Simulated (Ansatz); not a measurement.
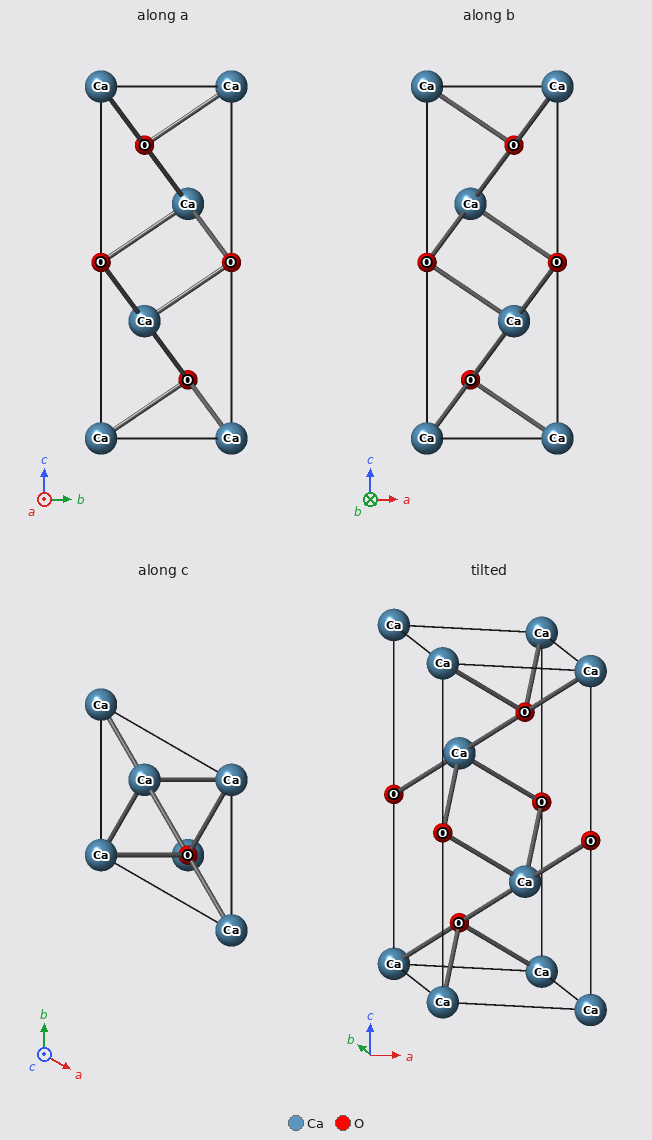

The figure gives a ball-and-stick picture of the atoms, viewed along the a axis, along the b axis, along the c axis and slightly off an axis. Atoms at the boundary of the conventional unit cell (the box) are drawn once for each face, edge or corner they touch.

Lattice parameters: a = 3.4924 Å, b = 3.4924 Å, c = 8.1619 Å, α = 90.000°, β = 90.000°, γ = 120.000°.

**Convert the drawing into a CIF with its space group and independent sites.**

```cif
data_structure
_symmetry_space_group_name_H-M 'R -3 m :H'
_symmetry_Int_Tables_number 166
_cell_length_a 3.4924
_cell_length_b 3.4924
_cell_length_c 8.1619
_cell_angle_alpha 90.000
_cell_angle_beta 90.000
_cell_angle_gamma 120.000
_cell_volume 86.21
loop_
_atom_site_label
_atom_site_type_symbol
_atom_site_symmetry_multiplicity
_atom_site_Wyckoff_symbol
_atom_site_fract_x
_atom_site_fract_y
_atom_site_fract_z
_atom_site_occupancy
Ca1 Ca 3 a 0.0000 0.0000 0.0000 1
O1 O 3 b 0.3333 0.6667 0.1667 1
```

Starting structure: a structure type filled with these elements by a generator (whether the compound takes this form wasn't checked). The cell was then strained or its atoms displaced on purpose. An electronic-structure calculation with Ansatz was run on it.
